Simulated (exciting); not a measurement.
# Energy of Re along an even scaling of the cell

System: Re (P6₃/mmc, 4 atoms in the cell).
Method: Kohn-Sham DFT of a periodic cell, PBEsol, all-electron LAPW+lo, shipped species files, no spin polarisation (exciting sodium).

The 7 runs differ only in the geometry, by an even scaling of the cell at fixed fractional positions. The structure derives from a Materials Project entry.

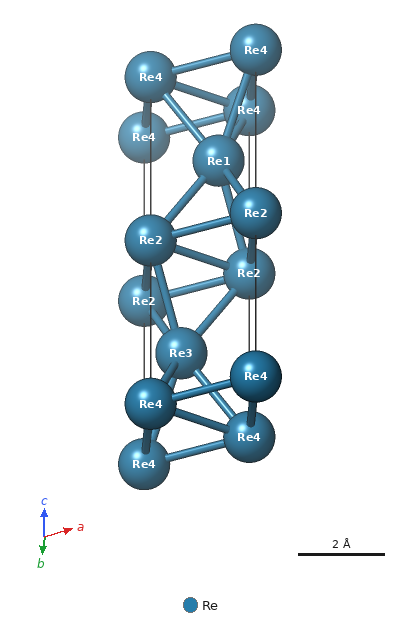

Figure 1. The structure of run 4 (ball-and-stick view of the cell of the calculation, seen at an oblique angle; atoms are numbered from 1 in the order of the input).

**Input of run 4**
```
<input>
  <title>Re</title>
  <structure speciespath="./" tshift="false">
    <crystal scale="1">
      <basevect>5.227714529088 0.000000000000 0.000000000000</basevect>
      <basevect>-2.613857264450 4.527333585873 0.000000000000</basevect>
      <basevect>0.000000000000 0.000000000000 16.891969222837</basevect>
    </crystal>
    <species speciesfile="Re.xml" rmt="2.3">
      <atom coord="0.666666666700 0.333333333300 0.750000000000"/>
      <atom coord="0.000000000000 0.000000000000 0.500000000000"/>
      <atom coord="0.333333333300 0.666666666700 0.250000000000"/>
      <atom coord="0.000000000000 0.000000000000 0.000000000000"/>
    </species>
  </structure>
  <groundstate do="fromscratch" ngridk="11 11 3" rgkmax="9" gmaxvr="14" lmaxapw="10" lmaxmat="10" lmaxvr="8" xctype="GGA_PBE_SOL" stype="Fermi Dirac" swidth="0.00183747" nempty="30" ValenceRelativity="iora*" epsengy="1e-05" epspot="1e-05" maxscl="60" tforce="true" outputlevel="normal"/>
</input>
```

Command:
```bash
OMP_NUM_THREADS=1 exciting_smp
```

Run 3 has the same physical settings and fractional positions; its lattice vectors (Å) are:
```
   2.747820    0.000000    0.000000
  -1.373910    2.379682    0.000000
   0.000000    0.000000    8.878851
```

**Results, with one run withheld**

| run | volume per atom (Å³) | free energy per atom, from the lowest run given (meV) |
| --- | --- | --- |
| 1 | 13.922 | 32.94 |
| 2 | 14.218 | 5.90 |
| 3 | 14.515 | ? |
| 4 | 14.811 | 0.00 |
| 5 | 15.107 | 17.93 |
| 6 | 15.403 | 47.64 |
| 7 | 15.699 | 88.35 |

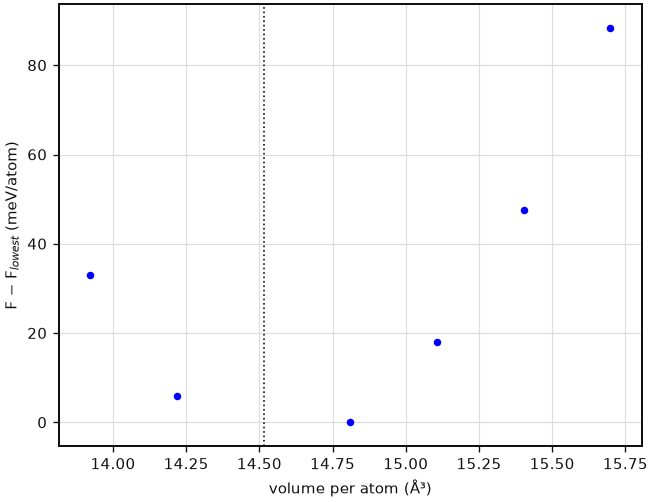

Figure 2. Free energy per atom of the runs given; the dotted line marks run 3.

Fit the runs given and predict run 3.

A cubic polynomial in V^(−2/3) (the Birch–Murnaghan form), fitted to the 6 runs given, misses them by at most 0.08 meV per atom. With x = V^(−2/3) − 0.16561 Å⁻², it reads F = 1.0936 − 5735 x + 1.4047e+06 x² + 1.41e+06 x³ (meV per atom). At run 3 it gives −4.51 meV per atom, and the run itself gives −4.56. The fit has its minimum at 14.568 Å³ per atom, where V d²F/dV² gives 388 GPa. Cell shape and fractional positions are held, so this is the stiffness under even scaling; the relaxed bulk modulus wasn't computed.

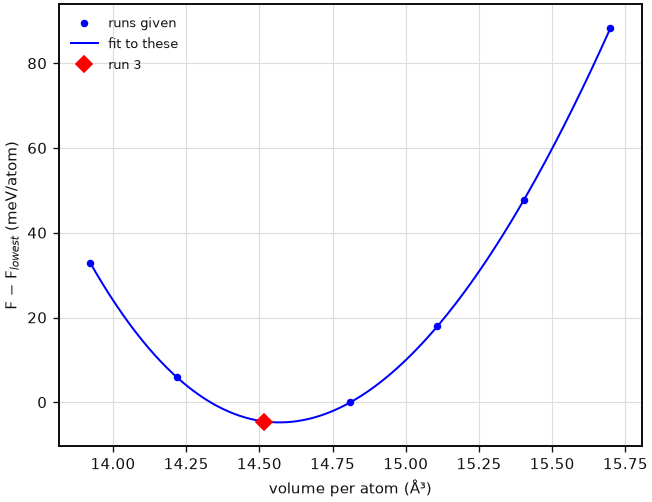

Figure 3. The fit and the withheld run.

**Some lines of the output (run 3)**
```
[...]
 Fermi energy                               :         0.59539874
 DOS at Fermi energy (states/Ha/cell)       :        84.31765402
 Absolute change in total energy   (target) :  0.442012E-03  ( 0.100000E-04)
 Total energy                               :    -66852.76719107
 DOS at Fermi energy (states/Ha/cell)       :        84.31746423
 Absolute change in total energy   (target) :  0.597449E-04  ( 0.100000E-04)
 Total energy                               :    -66852.76719886
 DOS at Fermi energy (states/Ha/cell)       :        84.31750489
 Absolute change in total energy   (target) :  0.779194E-05  ( 0.100000E-04)
 Total energy                               :    -66852.76719536
 DOS at Fermi energy (states/Ha/cell)       :        84.31750105
 Absolute change in total energy   (target) :  0.350378E-05  ( 0.100000E-04)
 Total energy                               :    -66852.76719791
 DOS at Fermi energy (states/Ha/cell)       :        84.31750593
```

Notes: Spin–orbit coupling is left out, which matters for Re.
